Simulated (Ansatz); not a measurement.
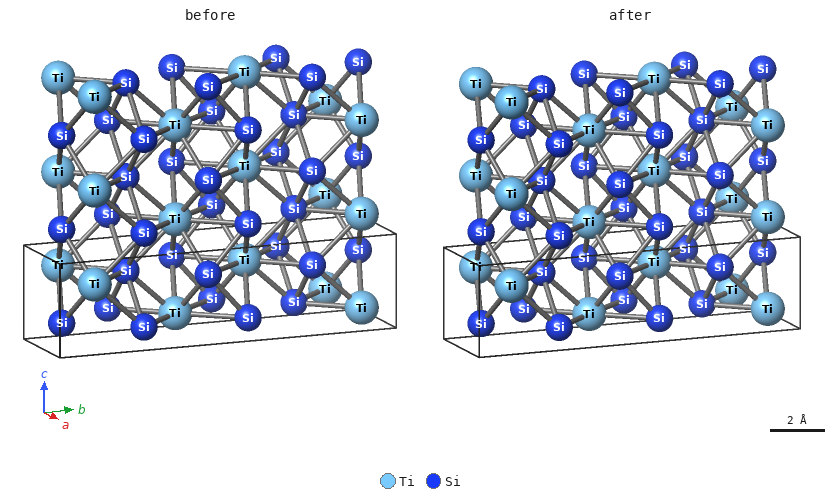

Left: solid TiSi$_{2}$ (set up in Cmcm). Right: the same structure after one change, at the same scale. Style: ball-and-stick. Shown: the conventional cell (2 times the calculation's cell), repeated 1 × 1 × 3 with one cell outlined, slightly off an axis. Lengths and directions refer to the drawn axes.

Theory: DFT PBE, scalar-relativistic, plane waves, PAW in Ansatz 0.2.0. (plane-wave cutoff 420 eV; k-point mesh 10 × 10 × 10; occupations gaussian; smearing width 0.1 eV; no spin polarisation)

> What distinguishes the right structure from the left one?

The volume is changed by −9.0 %. The cell's shape and the atoms are relaxed at that volume.

> How do the computed properties respond?

The energy rises by 53.8 meV per atom. Pressure: 0.0 GPa before, 14.5 GPa after. Both are metals. Cell: a 3.548 → 3.461 Å (−2.5 %), b 13.561 → 12.946 Å (−4.5 %), c 3.579 → 3.498 Å (−2.3 %). Volume −9.0 %. The largest moves relative to the cell, 0.032 Å, are those of Si atoms. By element the largest moves are Si 0.032 Å, Ti 0.025 Å. Near-neighbour distances before and after: Si–Ti 2.827 → 2.727 Å, Si–Ti 2.672 → 2.593 to 2.597 Å, Si–Ti 2.590 → 2.513 Å, Si–Si 2.520 → 2.460 Å. The space group stays Cmcm (No. 63).
